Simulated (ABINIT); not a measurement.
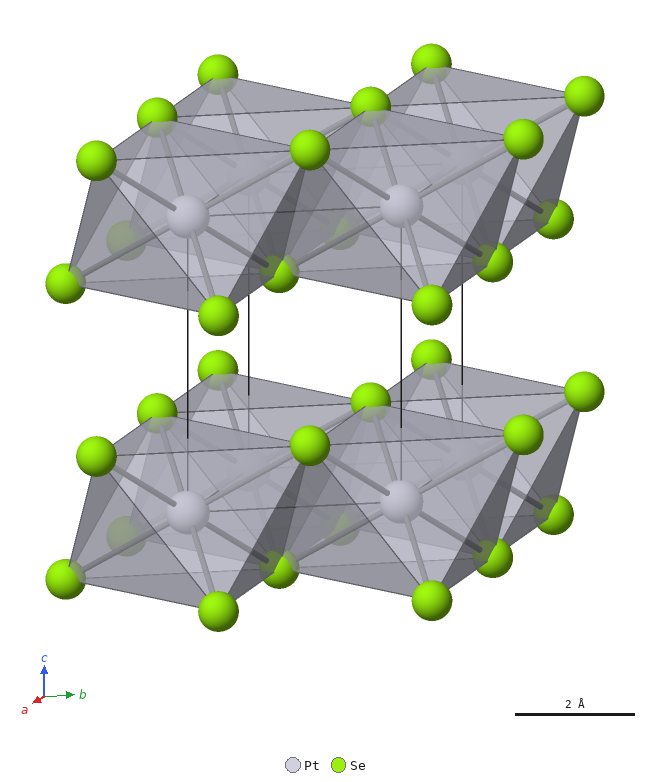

Fig. 1: The input geometry (polyhedral view of the cell of the calculation, seen slightly off an axis; polyhedra are completed across the faces of the cell). An atom can appear more than once, as a periodic image.

**PtSe2: single-point calculation**

PtSe2 (3 atoms in the cell), computed with Kohn-Sham DFT of a periodic cell, PBE, JTH PAW PBE v2.0, no spin polarisation (ABINIT 10.8.3).

The structure derives from an entry of the Crystallography Open Database. The geometry was changed: uniaxial strain of 1 %.

Input file
```
# Pseudopotentials
pp_dirpath "./"
pseudos "Pt.GGA_PBE-JTH.xml, Se.GGA_PBE-JTH.xml"

# Structure
acell 3*1.0 Angstrom
rprim
     3.7240000000     0.0000000000     0.0000000000
    -1.8620000000     3.2250786037     0.0000000000
     0.0000000000     0.0000000000     5.1126200000
ntypat 2
znucl 78 34
natom 3
typat 1 2 2
xcart
     0.0000000000     0.0000000000     0.0000000000
     3.5186700444     2.0315050969     7.2460886845
    -0.0000000004     4.0630101945     2.4153628948
chkprim 0
chksymtnons 0
tolsym 1.0e-6

# Plane-wave basis
ecut 16.0
pawecutdg 32.0
pawxcdev 0

# k points
kptopt 1
ngkpt 8 8 5
nshiftk 1
shiftk 0.0 0.0 0.0

# Exchange and correlation
ixc 11

# Bands and occupations
nband 15
occopt 3
tsmear 0.00183747

# SCF cycle
nstep 100
tolvrs 1.0e-9

# Output
iomode 3
prtwf 0
prteig 0
prtebands 0
enunit 2
prtden 1
prtvha 1
prtvclmb 1
prtpot 1
```

Command:
```bash
abinit run.abi > log 2>&1
```

Log
```
.Version 10.8.3 of ABINIT
 Symmetries : space group P-3 m 1 (#164); Bravais hP (primitive hexag.)
================================================================================
 Values of the parameters that define the memory need of the present run
     intxc =       0    ionmov =       0      iscf =      17    lmnmax =      18
     lnmax =       6     mgfft =      36  mpssoang =       3    mqgrid =    3001
     natom =       3  nloc_mem =       2    nspden =       1   nspinor =       1
    nsppol =       1      nsym =      12    n1xccc =       1    ntypat =       2
    occopt =       3   xclevel =       2
       mpw =        1277          nfft =       26244          nkpt =          40
 PAW method is used; the additional fine FFT grid is defined by:
   mgfftf=        50    nfftf =     64800
================================================================================
================================================================================

--------------------------------------------------------------------------------
------------- Echo of variables that govern the present computation ------------
--------------------------------------------------------------------------------
 -outvars: echo values of preprocessed input variables --------
            acell      1.8897261259E+00  1.8897261259E+00  1.8897261259E+00 Bohr
              amu      1.95080000E+02  7.89600000E+01
          chkprim           0
      chksymtnons           0
             ecut      1.60000000E+01 Hartree
           enunit           2
              ixc          11
         kptrlatt        8    0    0      0    8    0      0    0    5
          kptrlen      4.83072579E+01
            natom           3
            nband          15
            ngfft          27      27      36
          ngfftdg          36      36      50
             nkpt          40
            nstep         100
             nsym          12
           ntypat           2
           occopt           3
        pawecutdg      3.20000000E+01 Hartree
         pawxcdev           0
        prtebands           0
           prteig           0
           prtpot           1
         prtvclmb           1
           prtvha           1
            prtwf           0
            rprim      3.7240000000E+00  0.0000000000E+00  0.0000000000E+00
                      -1.8620000000E+00  3.2250786037E+00  0.0000000000E+00
                       0.0000000000E+00  0.0000000000E+00  5.1126200000E+00
          spgroup         164
           tolsym      1.00000000E-06
           tolvrs      1.00000000E-09
           tsmear      1.83747000E-03 Hartree
            typat      1  2  2
           useylm           1
           xangst      0.0000000000E+00  0.0000000000E+00  0.0000000000E+00
                       1.8620000000E+00  1.0750262012E+00  3.8344649991E+00
                       9.4261207053E-18  2.1500524025E+00  1.2781550009E+00
            xcart      0.0000000000E+00  0.0000000000E+00  0.0000000000E+00
                       3.5186700464E+00  2.0315050985E+00  7.2460886878E+00
                       1.7812786563E-17  4.0630101970E+00  2.4153628981E+00
             xred      0.0000000000E+00  0.0000000000E+00  0.0000000000E+00
                       6.6666666667E-01  3.3333333333E-01  7.4999999983E-01
                       3.3333333333E-01  6.6666666667E-01  2.5000000017E-01
            znucl       78.00000   34.00000

================================================================================

 chkinp: Checking input parameters for consistency.

================================================================================
== DATASET  1 ==================================================================

--- !DatasetInfo
iteration_state: {dtset: 1, }
dimensions: {natom: 3, nkpt: 40, mband: 15, nsppol: 1, nspinor: 1, nspden: 1, mpw: 1277, }
cutoff_energies: {ecut:  16.0, pawecutdg:  32.0, }
electrons: {nelect:   2.20000000E+01, charge:   0.00000000E+00, occopt:   3.00000000E+00, tsmear:   1.83747000E-03, }
meta: {optdriver: 0, ionmov: 0, optcell: 0, iscf: 17, paral_kgb: 0, }
...

 Exchange-correlation functional for the present dataset will be:
  GGA: Perdew-Burke-Ernzerhof functional - ixc=11
  J.P.Perdew, K.Burke, M.Ernzerhof, PRL 77, 3865 (1996)

 Real(R)+Recip(G) space primitive vectors, cartesian coordinates (Bohr,Bohr^-1):
 R(1)=  7.0373401  0.0000000  0.0000000  G(1)=  0.1420991  0.0820410  0.0000000
 R(2)= -3.5186700  6.0945153  0.0000000  G(2)=  0.0000000  0.1640820  0.0000000
 R(3)=  0.0000000  0.0000000  9.6614516  G(3)=  0.0000000  0.0000000  0.1035041
 Unit cell volume ucvol=  4.1437171E+02 bohr^3
 Angles (23,13,12)=  9.00000000E+01  9.00000000E+01  1.20000000E+02 degrees

 Coarse grid specifications (used for wave-functions):

 getcut: wavevector=  0.0000  0.0000  0.0000  ngfft=  27  27  36
         ecut(hartree)=     16.000   => boxcut(ratio)=   2.05384

 Fine grid specifications (used for densities):

 getcut: wavevector=  0.0000  0.0000  0.0000  ngfft=  36  36  50
         ecut(hartree)=     32.000   => boxcut(ratio)=   2.00888

--- Pseudopotential description ------------------------------------------------
- pspini: atom type   1  psp file is ./Pt.GGA_PBE-JTH.xml
 Pseudopotential format is: paw10
 basis_size (lnmax)=  6 (lmn_size= 18), orbitals=   0   0   1   1   2   2
 Spheres core radius: rc_sph= 2.51621648
 Shapefunction is SIN type: shapef(r)=[sin(pi*r/rshp)/(pi*r/rshp)]**2
 Radius for shape functions =  2.25451594
 Compensation charge density is not taken into account in XC energy/potential

- pspini: atom type   2  psp file is ./Se.GGA_PBE-JTH.xml
 Pseudopotential format is: paw10
 basis_size (lnmax)=  4 (lmn_size=  8), orbitals=   0   0   1   1
 Spheres core radius: rc_sph= 2.21132333
 Shapefunction is BESSEL type: shapef(r,l)=aa(1,l)*jl(q(1,l)*r)+aa(2,l)*jl(q(2,l)*r)
 Radius for shape functions =  2.00656599
 Compensation charge density is not taken into account in XC energy/potential

   2.07420303E+03                                ecore*ucvol(ha*bohr**3)
--------------------------------------------------------------------------------

================================================================================

--- !BeginCycle
iteration_state: {dtset: 1, }
solver: {iscf: 17, nstep: 100, nline: 4, wfoptalg: 10, }
tolerances: {tolvrs: 1.00E-09, }
...

     iter   Etot(hartree)      deltaE(h)  residm     nres2
 ETOT  1  -46.150901927173    -4.615E+01 6.542E-02 1.019E+01
 ETOT  2  -46.315612246163    -1.647E-01 1.492E-02 1.217E+01
 ETOT  3  -46.202138840332     1.135E-01 5.061E-03 8.218E-01
 ETOT  4  -46.216993232199    -1.485E-02 1.094E-03 2.039E-01
 ETOT  5  -46.217247153737    -2.539E-04 1.411E-03 2.746E-02
 ETOT  6  -46.217284261486    -3.711E-05 8.956E-04 7.616E-03
 ETOT  7  -46.217232820051     5.144E-05 5.437E-04 2.042E-03
 ETOT  8  -46.217247555767    -1.474E-05 3.344E-04 2.801E-04
 ETOT  9  -46.217247300767     2.550E-07 1.828E-04 1.145E-04
 ETOT 10  -46.217246793967     5.068E-07 1.016E-04 1.195E-05
 ETOT 11  -46.217246937751    -1.438E-07 5.497E-05 1.491E-06
 ETOT 12  -46.217246946415    -8.665E-09 2.851E-05 1.030E-06
 ETOT 13  -46.217246941525     4.891E-09 1.531E-05 3.173E-07
 ETOT 14  -46.217246941684    -1.589E-10 7.780E-06 6.535E-08
 ETOT 15  -46.217246941628     5.565E-11 4.126E-06 2.113E-08
 ETOT 16  -46.217246941551     7.714E-11 2.072E-06 1.920E-09
 ETOT 17  -46.217246941587    -3.581E-11 1.089E-06 7.066E-10

 At SCF step   17       nres2   =  7.07E-10 < tolvrs=  1.00E-09 =>converged.

 Cartesian components of stress tensor (hartree/bohr^3)
  sigma(1 1)= -2.54409738E-04  sigma(3 2)=  0.00000000E+00
  sigma(2 2)= -2.54409738E-04  sigma(3 1)=  0.00000000E+00
  sigma(3 3)= -1.80634548E-04  sigma(2 1)=  0.00000000E+00

--- !ResultsGS
iteration_state: {dtset: 1, }
comment   : Summary of ground state results
lattice_vectors:
- [  7.0373401,   0.0000000,   0.0000000, ]
- [ -3.5186700,   6.0945153,   0.0000000, ]
- [  0.0000000,   0.0000000,   9.6614516, ]
lattice_lengths: [   7.03734,    7.03734,    9.66145, ]
lattice_angles: [ 90.000,  90.000, 120.000, ] # degrees, (23, 13, 12)
lattice_volume:   4.1437171E+02
convergence: {deltae: -3.581E-11, res2:  7.066E-10, residm:  1.089E-06, diffor: null, }
etotal    :  -4.62172469E+01
entropy   :   0.00000000E+00
fermie    :   1.37276833E-01
cartesian_stress_tensor: # hartree/bohr^3
- [ -2.54409738E-04,   0.00000000E+00,   0.00000000E+00, ]
- [  0.00000000E+00,  -2.54409738E-04,   0.00000000E+00, ]
- [  0.00000000E+00,   0.00000000E+00,  -1.80634548E-04, ]
pressure_GPa:   6.7615E+00
xred      :
- [  0.0000E+00,   0.0000E+00,   0.0000E+00, Pt]
- [  6.6667E-01,   3.3333E-01,   7.5000E-01, Se]
- [  3.3333E-01,   6.6667E-01,   2.5000E-01, Se]
cartesian_forces: # hartree/bohr
- [ -0.00000000E+00,  -0.00000000E+00,  -0.00000000E+00, ]
- [ -0.00000000E+00,  -0.00000000E+00,  -1.05256834E-02, ]
- [ -0.00000000E+00,  -0.00000000E+00,   1.05256834E-02, ]
force_length_stats: {min:   0.00000000E+00, max:   1.05256834E-02, mean:   7.01712224E-03, }
...

 Integrated electronic density in atomic spheres:
 ------------------------------------------------
 Atom  Sphere_radius  Integrated_density
    1        2.51622          8.71522366
    2        2.21132          3.91920456
    3        2.21132          3.91920456

================================================================================

 ----iterations are completed or convergence reached----

 Mean square residual over all n,k,spin=   47.289E-10; max=  10.886E-07
 reduced coordinates (array xred) for    3 atoms
       0.000000000000      0.000000000000      0.000000000000
       0.666666666667      0.333333333333      0.749999999833
       0.333333333333      0.666666666667      0.250000000167
 rms dE/dt=  4.7939E-02; max dE/dt=  1.0169E-01; dE/dt below (all hartree)
    1       0.000000000000      0.000000000000      0.000000000000
    2       0.000000000000      0.000000000000      0.101693380157
    3       0.000000000000      0.000000000000     -0.101693380157

 cartesian coordinates (angstrom) at end:
    1      0.00000000000000     0.00000000000000     0.00000000000000
    2      1.86200000000000     1.07502620123333     3.83446499914820
    3      0.00000000000000     2.15005240246667     1.27815500085180

 cartesian forces (hartree/bohr) at end:
    1     -0.00000000000000    -0.00000000000000    -0.00000000000000
    2     -0.00000000000000    -0.00000000000000    -0.01052568335648
    3     -0.00000000000000    -0.00000000000000     0.01052568335648
 frms,max,avg= 4.9618547E-03 1.0525683E-02   0.000E+00  0.000E+00  0.000E+00 h/b

 cartesian forces (eV/Angstrom) at end:
    1     -0.00000000000000    -0.00000000000000    -0.00000000000000
    2     -0.00000000000000    -0.00000000000000    -0.54125240015859
    3     -0.00000000000000    -0.00000000000000     0.54125240015859
 frms,max,avg= 2.5514883E-01 5.4125240E-01   0.000E+00  0.000E+00  0.000E+00 e/A
 length scales=  1.889726125908  1.889726125908  1.889726125908 bohr
              =  1.000000000000  1.000000000000  1.000000000000 angstroms
 Fermi (or HOMO) energy (hartree) =   0.13728   Average Vxc (hartree)=  -0.38896
 Eigenvalues (hartree) for nkpt=  40  k points:
 kpt#   1, nband= 15, wtk=  0.00313, kpt=  0.0000  0.0000  0.0000 (reduced coord)
  -0.43864   -0.33857   -0.12666   -0.09947   -0.09947   -0.01077   -0.01077    0.04059
   0.09807    0.09807    0.15009    0.18922    0.18922    0.27170    0.28887
      occupation numbers for kpt#   1
   2.00000    2.00000    2.00000    2.00000    2.00000    2.00000    2.00000    2.00000
   2.00000    2.00000    0.00187    0.00000    0.00000    0.00000    0.00000
 prteigrs : prtvol=0 or 1, do not print more k-points.

 Fermi (or HOMO) energy (eV) =   3.73549   Average Vxc (eV)= -10.58425
 Eigenvalues (   eV  ) for nkpt=  40  k points:
 kpt#   1, nband= 15, wtk=  0.00313, kpt=  0.0000  0.0000  0.0000 (reduced coord)
 -11.93604   -9.21283   -3.44664   -2.70665   -2.70665   -0.29311   -0.29311    1.10451
   2.66875    2.66875    4.08415    5.14906    5.14906    7.39325    7.86045
 prteigrs : prtvol=0 or 1, do not print more k-points.

--- !EnergyTerms
iteration_state     : {dtset: 1, }
comment             : Components of total free energy in Hartree
kinetic             :  1.47703755250900E+01
hartree             :  8.26702435045863E+00
xc                  : -1.55638944667440E+01
Ewald energy        : -4.28733996576965E+01
psp_core            :  5.00565797040427E+00
local_psp           : -2.53306296597840E+01
PAW spherical_terms :  9.50784276493840E+00
internal            : -4.62170231733333E+01
'-kT*entropy'       : -1.97748104536975E-04
total_energy        : -4.62172209214378E+01
total_energy_eV     : -1.25763464970908E+03
...

--- !EnergyTermsDC
iteration_state     : {dtset: 1, }
comment             : '"Double-counting" decomposition of free energy'
band_energy         : -1.80885505875692E+00
Ewald energy        : -4.28733996576965E+01
psp_core            :  5.00565797040427E+00
xc_dc               : -1.32522401992375E+01
PAW spherical_terms :  6.71178775180462E+00
internal            : -4.62170491934821E+01
'-kT*entropy'       : -1.97748104536975E-04
total_energy_dc     : -4.62172469415866E+01
total_energy_dc_eV  : -1.25763535775340E+03
...

--- !EnergyTermsWithPAWCore
iteration_state     : {dtset: 1, }
comment             : 'Components of total free energy, including PAW core contributions'
Total energy        : -2.32739622849195E+04
Total energy DC     : -2.32739623109397E+04
Total energy (eV)   : -6.33316777209340E+05
Total energy DC (eV): -6.33316777917384E+05
...

 Cartesian components of stress tensor (hartree/bohr^3)
  sigma(1 1)= -2.54409738E-04  sigma(3 2)=  0.00000000E+00
  sigma(2 2)= -2.54409738E-04  sigma(3 1)=  0.00000000E+00
  sigma(3 3)= -1.80634548E-04  sigma(2 1)=  0.00000000E+00

-Cartesian components of stress tensor (GPa)         [Pressure=  6.7615E+00 GPa]
- sigma(1 1)= -7.48499292E+00  sigma(3 2)=  0.00000000E+00
- sigma(2 2)= -7.48499292E+00  sigma(3 1)=  0.00000000E+00
- sigma(3 3)= -5.31445189E+00  sigma(2 1)=  0.00000000E+00

== END DATASET(S) ==============================================================
================================================================================

 -outvars: echo values of variables after computation  --------
            acell      1.8897261259E+00  1.8897261259E+00  1.8897261259E+00 Bohr
           etotal     -4.6217246942E+01
            fcart     -0.0000000000E+00 -0.0000000000E+00 -0.0000000000E+00
                      -0.0000000000E+00 -0.0000000000E+00 -1.0525683356E-02
                      -0.0000000000E+00 -0.0000000000E+00  1.0525683356E-02
            rprim      3.7240000000E+00  0.0000000000E+00  0.0000000000E+00
                      -1.8620000000E+00  3.2250786037E+00  0.0000000000E+00
                       0.0000000000E+00  0.0000000000E+00  5.1126200000E+00
           strten     -2.5440973829E-04 -2.5440973834E-04 -1.8063454836E-04
                       0.0000000000E+00  0.0000000000E+00  0.0000000000E+00
           xangst      0.0000000000E+00  0.0000000000E+00  0.0000000000E+00
                       1.8620000000E+00  1.0750262012E+00  3.8344649991E+00
                       9.4261207053E-18  2.1500524025E+00  1.2781550009E+00
             xred      0.0000000000E+00  0.0000000000E+00  0.0000000000E+00
                       6.6666666667E-01  3.3333333333E-01  7.4999999983E-01
                       3.3333333333E-01  6.6666666667E-01  2.5000000017E-01
 Calculation completed.
```

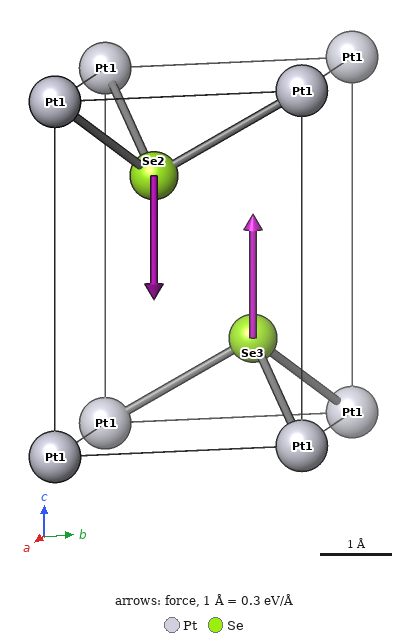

Fig. 2: Forces on the atoms as pink arrows (ball-and-stick view of the cell of the calculation, seen slightly off an axis; atoms are numbered from 1 in the order of the input). The largest act on Se2, Se3 (0.54 eV/Å). The geometry is not a stationary point of this energy.

Key numbers

- outcome: converged
- space group (tolerance 0.01 Å): P-3m1 (164)
- electrons treated: 22
- free energy: −1257.6354 eV
- Fermi energy: 3.735 eV
- gap on the k-point mesh: none (metallic)
- pressure: 6.76 GPa
- largest force (length of the vector): 0.541 eV/Å
- hardware: 1 thread of Arm Neoverse V1, 24 GiB of memory available, shared host
- wall time: 40 s
- peak memory: 0.13 GiB

Remarks

Spin–orbit coupling is left out, which matters for Pt. The cell is under a pressure of 6.8 GPa at this level, so it is not at its equilibrium volume.
